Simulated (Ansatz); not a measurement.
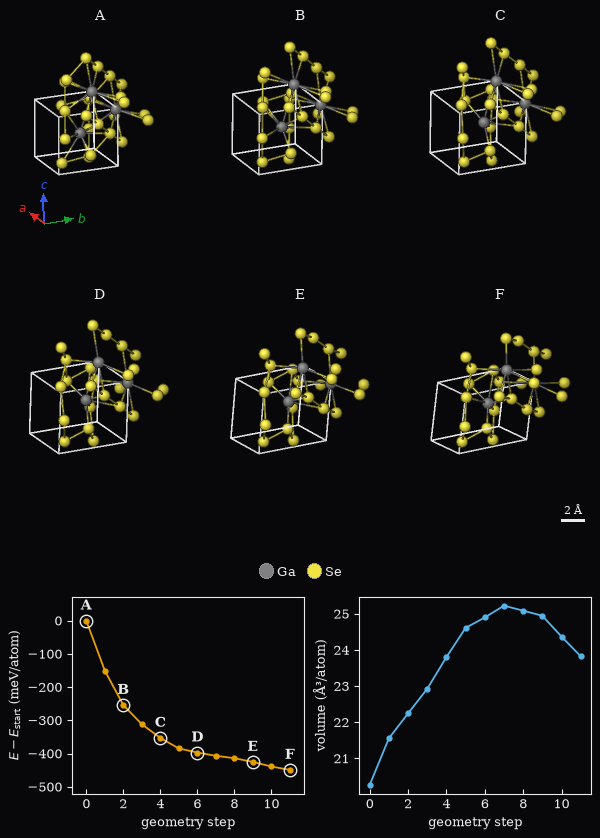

Frames of a relaxation of a crystal of GaSe₃ (built on the A15_223 type) (coarse preliminary run), marked on the history of the run. A ball-and-stick model of the cell of the calculation, seen from a free direction.

Case: A15 type (Pm-3n, No. 223); cell x1, atoms moved at random (sigma 0.15 Å) and cell strained at random (1.5 %), then relaxed without symmetry.

These are results of DFT PBE, scalar-relativistic, plane waves, PAW in Ansatz 0.2.0, not measurements.

The input:
```yaml
crystal:
  lattice:
    - [5.3929700662, -0.0856326313, 0.035237056]
    - [-0.0856326313, 5.6222174622, 0.0534732942]
    - [0.035237056, 0.0534732942, 5.3499849086]
  atoms:
    - { symbol: Ga, position: [-0.0053168876, -0.0336969476, -0.0081838217] }
    - { symbol: Ga, position: [0.5140884442, 0.5727720838, 0.4776248024] }
    - { symbol: Se, position: [0.0103395479, 0.5163960035, 0.226882097] }
    - { symbol: Se, position: [-0.0147585021, 0.5070022872, 0.7271619112] }
    - { symbol: Se, position: [0.2413118359, -0.0305785249, 0.4972752376] }
    - { symbol: Se, position: [0.7532099979, -0.0282343725, 0.5015449152] }
    - { symbol: Se, position: [0.474696913, 0.73182907, 0.080829058] }
    - { symbol: Se, position: [0.5264286509, 0.2645104006, -0.0031341996] }
basis:
  ecutwfc: 420
kpoints:
  mp_grid: { grid: [4, 4, 4] }
hamiltonian:
  xc: pbe
scf:
  occupations: { method: gaussian, width: 0.1 }
output:
  forces: true
  stress: true
  eigenvalues: true
relax:
  adjacent_minimum: "off"
  f_tol: 0.015
  max_steps: 120
  cell: { stress_tol: 0.15 }
```

Command:
```bash
ansatz run input.yaml --threads 1 --pin off --max-ram 2560MiB --backend cpu --events-out ev --progress --plain --runs-dir out
```

What happens along the run?

The run was cut off at its time limit before the relaxation converged, so the last structure is only a point on the way. Se6 moves most relative to the cell: 1.02 Å along [−2 0 1]. Largest moves by element: Se 1.02 Å, Ga 0.81 Å. The drawn cell changes as follows: a 5.394 → 5.646 Å (+4.7 %), b 5.623 → 6.365 Å (+13.2 %), c 5.350 → 5.502 Å (+2.8 %), α 88.9° → 78.9°, β 89.3° → 99.0°, γ 91.8° → 97.6°; the volume changes by +17.5 %. Near-neighbour distances that change, for instance: Se3–Se6 3.310 → 5.412 Å, Ga2–Se3 3.007 → 4.792 Å, Se5–Se7 2.912 → 4.482 Å, Ga1–Se6 3.008 → 4.562 Å. Among the angles between lasting bonds that change: Ga2–Se7–Se8 77.1° → 120.1°, Ga2–Se6–Se5 61.2° → 85.3°, Ga1–Se5–Se6 115.6° → 95.9°. The space group stays P1 (No. 1). The energy falls by 449 meV per atom in 11 geometry steps. Largest force component: 2.1 eV/Å at the start, 0.25 eV/Å at the end. The pressure goes from 6.48 to 0.36 GPa. The run took 24 min on 1 thread of Arm Neoverse N1, on a shared host, peak memory 0.69 GiB. From step 0 to 2: Se3 moves most (0.36 Å), volume +9.8 %, energy −254 meV per atom. From step 2 to 4: Se7 moves most (0.33 Å), volume +7.0 %, energy −98.9 meV per atom. From step 4 to 6: Se7 moves most (0.26 Å), volume +4.6 %, energy −44.0 meV per atom. From step 6 to 9: Se5 moves most (0.41 Å), volume +0.2 %, energy −28.4 meV per atom. From step 9 to 11: Se5 moves most (0.39 Å), volume −4.5 %, energy −24.0 meV per atom.

| step | E − E(0), meV/atom | largest force component, eV/Å | pressure, GPa | volume, Å³/atom |
| --- | --- | --- | --- | --- |
| 0 | 0.00 | 2.1241 | 6.48 | 20.269 |
| 1 | -150.32 | 0.9823 | 0.48 | 21.556 |
| 2 | -253.93 | 0.9151 | -0.47 | 22.246 |
| 3 | -311.75 | 0.8446 | 0.12 | 22.928 |
| 4 | -352.86 | 0.7698 | -0.06 | 23.803 |
| 5 | -384.65 | 0.3111 | -0.09 | 24.611 |
| 6 | -396.86 | 0.2691 | -0.27 | 24.900 |
| 7 | -406.68 | 0.3661 | 0.41 | 25.225 |
| 8 | -413.88 | 0.2780 | -0.05 | 25.088 |
| 9 | -425.23 | 0.4079 | -0.39 | 24.946 |
| 10 | -438.86 | 0.4547 | -0.20 | 24.369 |
| 11 | -449.27 | 0.2472 | 0.36 | 23.825 |
